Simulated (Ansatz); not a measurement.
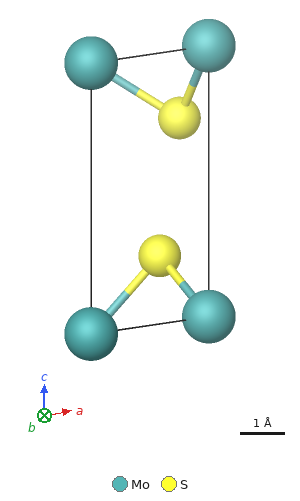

Starting frame of a dynamics run of a 3-atom cell of MoS$_{2}$ (built on the measured structure type). Style: ball-and-stick. Shown: the reduced simulation cell, along the b axis. Bonds to atoms that aren't drawn are left out. Lengths and directions refer to the drawn axes.

Theory: DFT, PBE, plane waves, PAW in Ansatz 0.2.0.

Input
```yaml
crystal:
  lattice:
    - [1.5875903435, 0.9165957122, 6.193928007]
    - [-1.5875903435, 0.9165957122, 6.193928007]
    - [0.0, -1.8331914244, 6.193928007]
  atoms:
    - { symbol: Mo, position: [9.65174e-05, 9.65174e-05, 9.65174e-05] }
    - { symbol: S, position: [0.2497906771, 0.2497906771, 0.2497906771] }
    - { symbol: S, position: [0.4171128055, 0.4171128055, 0.4171128055] }
kpoints:
  mp_grid: { grid: [6, 6, 6] }
hamiltonian:
  xc: pbe
scf:
  occupations: { method: fermi_dirac, width: 0.02 }
md:
  ensemble: nvt_langevin
  temperature: 200
  timestep: 2.0
  n_steps: 40
  initial_velocities: maxwell_boltzmann
  seed: 729
```

Run as
```bash
ansatz run input.yaml --threads 4 --pin off --max-ram 3686MiB --backend cpu --events-out ev --progress --plain --runs-dir out
```

### What does the trajectory do?

The mean temperature in the second half is 191 K (standard deviation 42 K). The potential energy is still drifting at the end, so the run hasn't reached equilibrium. The potential energy in the second half lies on average 12.8 meV per atom above the first frame. Root-mean-square distances from the starting positions over the second half, with the common drift of all atoms taken out: S 0.05 Å, Mo 0.02 Å. The run lasts only 80 fs, too short to tell vibration from diffusion.

Along the run (each row but the first and the last is the mean over the interval that it begins):

| time (fs) | potential energy (meV/atom) | T (K) |
| --- | --- | --- |
| 0.0 | 0.0 | 133 |
| 8.0 | 8.2 | 94 |
| 16.0 | 17.1 | 75 |
| 24.0 | 20.4 | 79 |
| 32.0 | 14.4 | 128 |
| 40.0 | 7.9 | 180 |
| 48.0 | 6.3 | 253 |
| 56.0 | 11.7 | 212 |
| 64.0 | 19.0 | 162 |
| 72.0 | 18.7 | 152 |
| 80.0 | 15.1 | 171 |

The paths of the atoms, magnified 10 times:

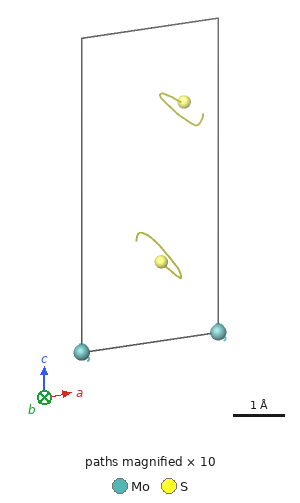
